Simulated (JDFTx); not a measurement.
## ZnO: 7 runs along one coordinate

System: ZnO (4 atoms in the cell).
Method: Kohn-Sham DFT of a periodic cell, PBEsol, PseudoDojo-SR-PBEsol-0.4.1-standard, no spin polarisation (JDFTx 1.7.0 (patched build)).

The 7 runs differ only in the geometry, by an even scaling of the cell at fixed fractional positions. The structure derives from an entry of the Crystallography Open Database.

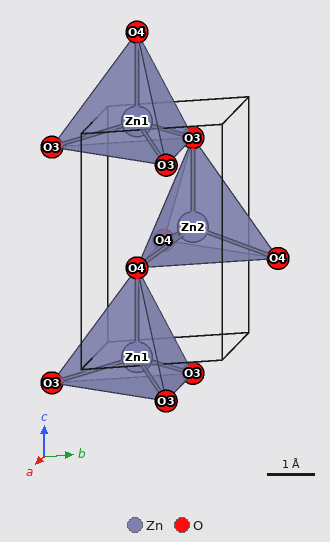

Figure 1. The structure of run 4 (polyhedral view of the cell of the calculation, seen slightly off an axis; polyhedra are completed across the faces of the cell; atoms are numbered from 1 in the order of the input). An atom can appear more than once, as a periodic image.

### Input of run 4
```
lattice \
    6.1403022146    -3.0701511073     0.0000000000 \
    0.0000000000     5.3176577047     0.0000000000 \
    0.0000000000     0.0000000000     9.8373642945
coords-type Lattice
ion Zn     0.6666666667     0.3333333333     0.0000000000 1
ion Zn     0.3333333333     0.6666666667     0.5000000000 1
ion O      0.3333333333     0.6666666667     0.8790100000 1
ion O      0.6666666667     0.3333333333     0.3790100000 1

ion-species pseudo/Zn.upf
ion-species pseudo/O.upf
elec-cutoff 42 336
elec-ex-corr gga-PBEsol
kpoint-folding 9 9 5
elec-smearing Fermi 0.0018374661
elec-n-bands 34
electronic-SCF nIterations 100 energyDiffThreshold 1e-09
electronic-minimize nIterations 30 energyDiffThreshold 1e-7
forces-output-coords Cartesian

dump-name run.$VAR
dump End Ecomponents EigStats BandEigs Kpoints Forces Stress ElecDensity Dtot KEdensity
```

Command:
```bash
jdftx -c 1 -i ZnO.in -o ZnO.out
```

Run 5 differs from it as follows:
```diff
-    6.1403022146    -3.0701511073     0.0000000000 \
-    0.0000000000     5.3176577047     0.0000000000 \
-    0.0000000000     0.0000000000     9.8373642945
+    6.1809676528    -3.0904838264     0.0000000000 \
+    0.0000000000     5.3528750072     0.0000000000 \
+    0.0000000000     0.0000000000     9.9025143011
```

### Results, with one run withheld

```csv
run,volume per atom (Å³),"free energy per atom, from the lowest run given (meV)",pressure (GPa),gap on the mesh (eV)
1,11.186,12.64,7.77,0.86
2,11.424,3.78,4.16,0.83
3,11.662,0.00,0.92,0.79
4,11.900,0.77,−1.97,0.76
5,12.138,?,?,?
6,12.376,14.11,−6.89,0.70
7,12.614,25.87,−8.96,0.67
```

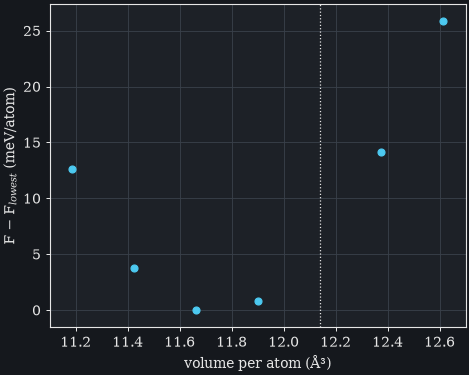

Figure 2. Free energy per atom of the runs given; the dotted line marks run 5.

Estimate the energy of run 5 from the others.

A cubic polynomial in V^(−2/3) (the Birch–Murnaghan form), fitted to the 6 runs given, misses them by under 0.01 meV per atom. With x = V^(−2/3) − 0.19247 Å⁻², it reads F = 0.19708 − 733.68 x + 3.1898e+05 x² + 3.717e+05 x³ (meV per atom). At run 5 it gives 5.62 meV per atom, and the run itself gives 5.61. The slope of the fit gives a pressure −dF/dV of −4.53 GPa there, and the run prints −4.56 GPa. The fit has its minimum at 11.738 Å³ per atom, where V d²F/dV² gives 146 GPa. Cell shape and fractional positions are held, so this is the stiffness under even scaling; the relaxed bulk modulus wasn't computed. The gap on the mesh goes, without turning, from 0.86 eV in run 1 to 0.67 eV in run 7; run 5 has 0.73 eV. These are gaps of this functional on this mesh, which can miss the band edges; they aren't the measured gap.

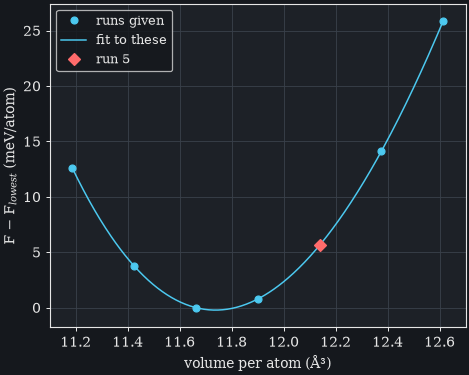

Figure 3. The fit and the withheld run.

### Some lines of the output (run 5)
```
[...]
unit cell volume = 327.634
     Etot =     -444.9969129246134116
        F =     -444.9969131728076377
	HOMO-LUMO gap: +0.026887
	Optical gap  : +0.026887 at state 0 ( [ +0.000000 +0.000000 +0.000000 ] spin 0 )
```
